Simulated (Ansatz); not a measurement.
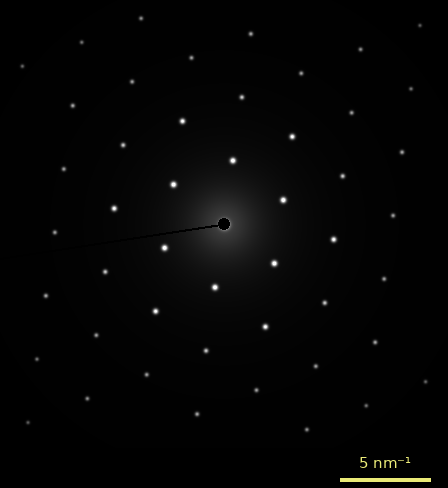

The pattern is a kinematic simulation for 200 kV electrons (no multiple scattering; isotropic B = 0.5 Å²).

It belongs to ZrC, space group P-6m2 (No. 187), a = 3.24 Å, c = 2.93 Å (hexagonal axes). Structure: the end point of a relaxation at fixed volume with DFT PBE, scalar-relativistic, plane waves, PAW (Ansatz 0.2.0); the starting structure was generated, so it need not be a known form of this composition.

**Determine the zone axis from the geometry of the pattern.**

The spots form a hexagonal net with both shortest vectors at d = 2.81 Å, 60.0° apart. They index as 1 -1 0 and 1 0 0, so the zone axis is [001].
